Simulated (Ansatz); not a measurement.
Structure data:

```cif
data_structure
_symmetry_space_group_name_H-M 'P 1'
_symmetry_Int_Tables_number 1
_cell_length_a 3.0734
_cell_length_b 3.0734
_cell_length_c 3.2160
_cell_angle_alpha 90.000
_cell_angle_beta 90.000
_cell_angle_gamma 90.000
_cell_volume 30.38
loop_
_atom_site_label
_atom_site_type_symbol
_atom_site_fract_x
_atom_site_fract_y
_atom_site_fract_z
_atom_site_occupancy
Pt1 Pt 0.00000 0.00000 0.00000 1
Pt2 Pt 0.50000 0.50000 0.50000 1
```

Q: What would you see if this were drawn?

A: The element is platinum. It belongs to space group I4/mmm (No. 139) and has a body-centred tetragonal lattice. The cell holds two atoms. The numbers of neighbours within bonding distance are Pt 8.

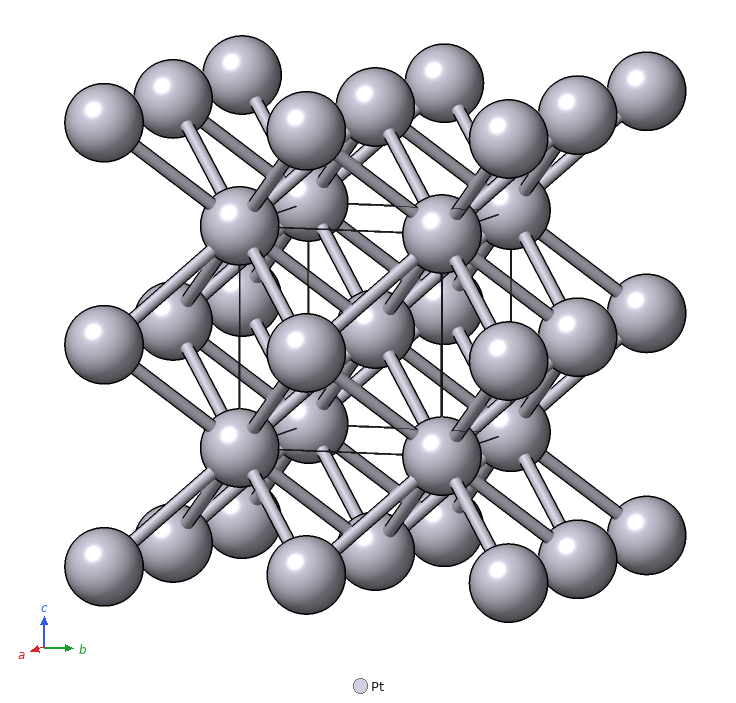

A ball-and-stick rendering, viewed slightly off an axis. One conventional unit cell is framed, with atoms on its boundary repeated. The bonded neighbours beyond the faces are included.

The cell started as a structure listed in the Materials Project. The cell was then strained or its atoms displaced on purpose. It was run through Ansatz as a DFT input.

At this level of theory the cell isn't at rest (stretched, at -5 GPa), so its distances can differ from those at equilibrium, the more so the softer the solid.
